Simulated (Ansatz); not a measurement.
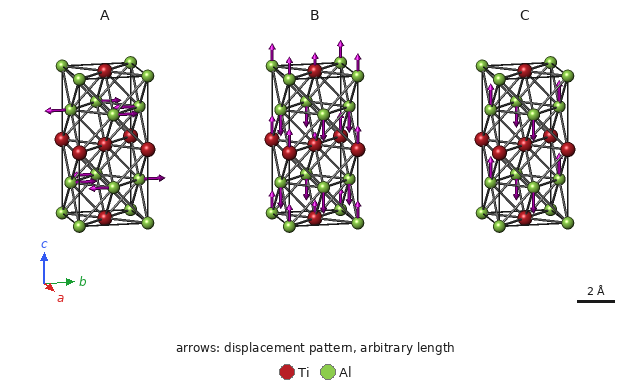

Modes of a crystal of Ti3Al5 at 1.02 times its rest volume, space group P4/mmm (No. 123), at the zone centre (one member of each degenerate set). The purple arrows give the relative displacements of the atoms. A ball-and-stick model of the cell of the calculation, seen slightly off an axis.

Method: DFT LDA, scalar-relativistic, plane waves, PAW in Ansatz.

The frequencies depend somewhat on the k-mesh and the smearing.

**Give the symmetry species and the selection rules of each.**

A is E_g, Raman-active by symmetry (320 cm⁻¹). B is A₂u, infrared-active by symmetry (315 cm⁻¹). C is B₂u, silent by symmetry (neither infrared- nor Raman-active) (278 cm⁻¹). The crystal has a centre of inversion, so no mode is both. In a metal the free carriers screen the infrared response.
